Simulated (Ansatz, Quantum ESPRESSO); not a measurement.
**ZnO (001), wurtzite: a film clamped to its substrate**

A thin film takes the in-plane lattice of its substrate and is free along the normal. How do the free axis and the stress follow the misfit? The strained cell has c along the film normal; unstrained it is a = 3.2308 Å, b = 3.2308 Å, c = 5.2138 Å, α = 90.00°, β = 90.00°, γ = 120.00°, with 4 atoms.

Calculated with Quantum ESPRESSO 7.5, PBEsol, GBRV 1.5 ultrasoft potentials, cutoff 680 eV, Fermi–Dirac smearing 0.02 eV, k-mesh 10×10×6, no spin polarisation, no spin-orbit coupling.

Relaxed positions at 0 %:

```
atom       x       y       z
  Zn  0.3333  0.6667  0.9996
  Zn  0.6667  0.3333  0.4996
   O  0.6667  0.3333  0.1206
   O  0.3333  0.6667  0.6206
```

```
ε∥ (%)   a (Å)   c (Å)  ε⊥ (%)  σ (GPa, tension positive)
    −3  3.1338  5.3696   2.989                      −6.64
    −2  3.1662  5.3186   2.011                      −4.38
    −1  3.1985  5.2670   1.022                      −2.16
     0  3.2308  5.2132  −0.011                      −0.06
     2  3.2954  5.1034  −2.116                       4.13
     3  3.3277  5.0440  −3.256                       6.01
```

**Question.** Fit both responses and give the free strain and the stress at +1 %, a row left out above.

Least squares with y = y0 + y1 ε + y2 ε² (ε in %) gives ε⊥ = −0.003 + (−1.0381) ε + (−0.0142) ε² and σ = −0.02 + (2.114) ε + (−0.031) ε² GPa. The linear terms put the ratio of free to applied strain at −1.038 and the biaxial modulus at 211 GPa.

At +1 % the free strain comes out as −1.055 %. The run itself gives −1.038 %, so the estimate misses by 0.017 %; the fitted rows themselves lie up to 0.020 % off the law.

The stress comes out as 2.06 GPa. The run itself gives 2.11 GPa, so the estimate misses by 0.05 GPa; the fitted rows themselves lie up to 0.05 GPa off the law.

With c as the unique axis, zero normal stress gives ε⊥/ε∥ = −2C13/C33 for relaxed atoms, so 2C13/C33 is about 1.04.

The negative ε² term means that the crystal stiffens in compression and softens in tension.

The same fit over all rows at other levels or in other programs gives the strain ratio = −1.066 with LDA (Quantum ESPRESSO, GBRV) and −1.026 with PBEsol (Ansatz).

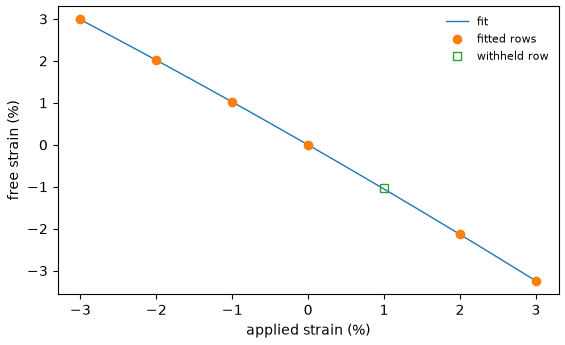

The fitted law, the rows behind it and the withheld row.

[Logs are printed without paths, hosts, clocks, repeated set-up lines and the standing remarks that a program may print on its own settings, such as how far it seeks lower states.]
